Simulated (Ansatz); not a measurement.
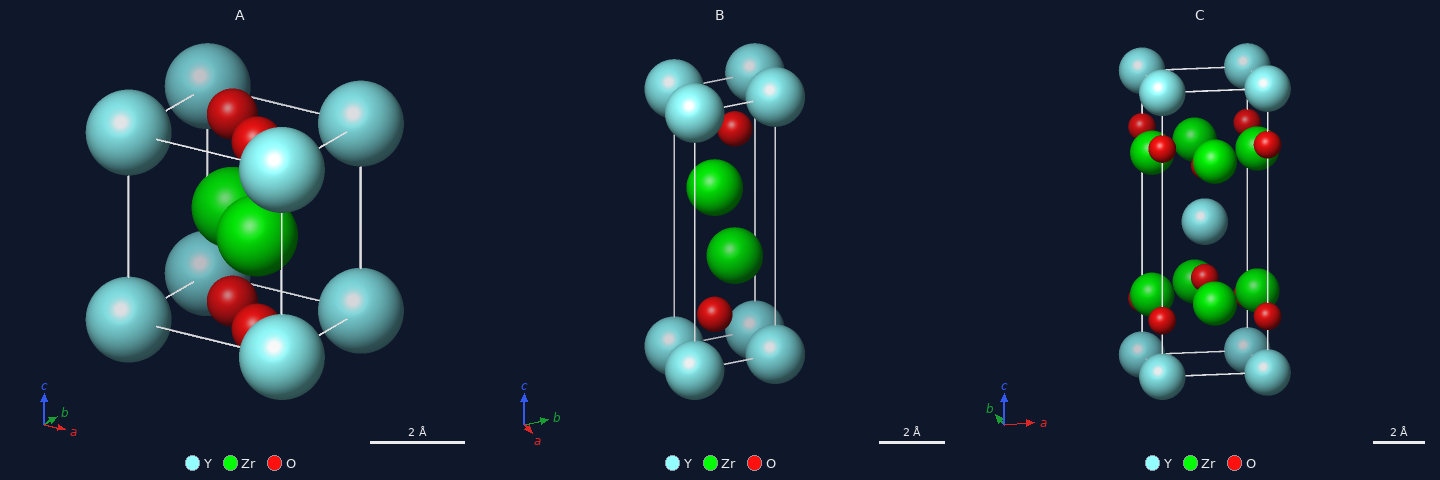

Three structures of YZr$_{2}$O$_{2}$, each relaxed to rest (conventional cells in solid outline, small ones repeated, each panel with its own scale). Method: DFT PBE, scalar-relativistic, plane waves, PAW in Ansatz, without spin polarisation.

Give the type and space group of each panel.

A: 5 atoms a cell on a primitive hexagonal lattice, P6/mmm; B: CaAl₂Si₂ type, P-3m1; C: ThCr₂Si₂ type, I4/mmm.

Rank them by energy, lowest first.

B, then C (+358 meV/atom) and A (+440 meV/atom), energies at zero smearing.

Collect the results in a table.

| panel | structure | E − E(lowest) (meV/atom) | volume (Å³/atom) | gap (eV) |
| --- | --- | --- | --- | --- |
| B | P-3m1 | 0 | 15.3 | metal |
| C | I4/mmm | 358 | 20.6 | metal |
| A | P6/mmm | 440 | 18.2 | metal |

Some of these may be structure types tried for this composition rather than known phases, and the most stable form need not be among them. Gaps are taken on the k-mesh or band path of each run.
